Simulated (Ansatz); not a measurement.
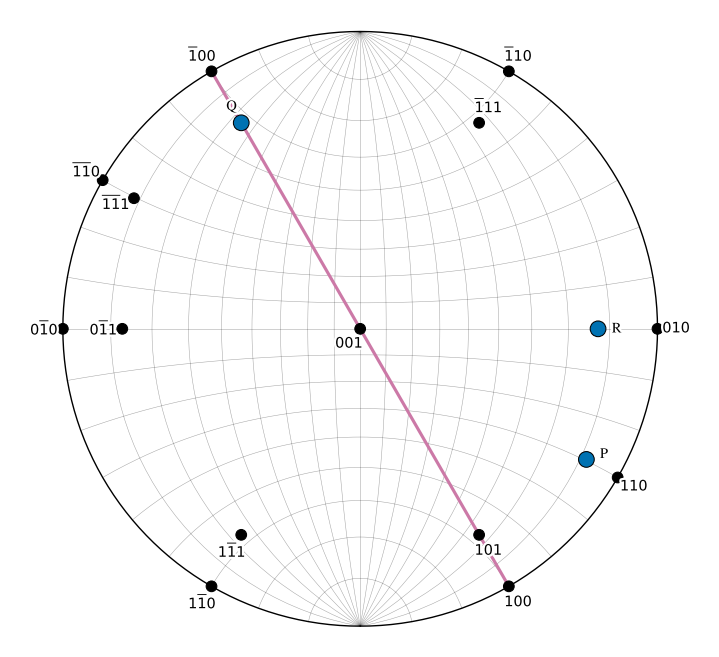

Crystal: WS2, the end point of a relaxation with DFT PBE+D3(BJ), scalar-relativistic, plane waves, PAW in Ansatz. Stereographic projection of plane normals (upper hemisphere) centred on (0 0 1). Symmetry computed with spglib at a tolerance of 0.002 Å; standard conventional cell.

a = 3.154 Å, b = 3.154 Å, c = 12.146 Å, α = 90.00°, β = 90.00°, γ = 120.00°.

> Index the poles marked P, Q, R.

P is (1 1 1), in four indices (1 1 −2 1), 82.6° from the centre; Q is (−1 0 1), in four indices (−1 0 1 1), 77.3° from the centre; R is (0 1 1), in four indices (0 1 −1 1), 77.3° from the centre.

> Which zone does the coloured great circle trace?

The zone [0 1 0]: its poles satisfy k = 0.

> What is the angle between the normals of (−1 1 0) and (0 −1 1), and what are their d_hkl = 1/|g|?

119.2°; d = 2.732 Å and 2.665 Å.
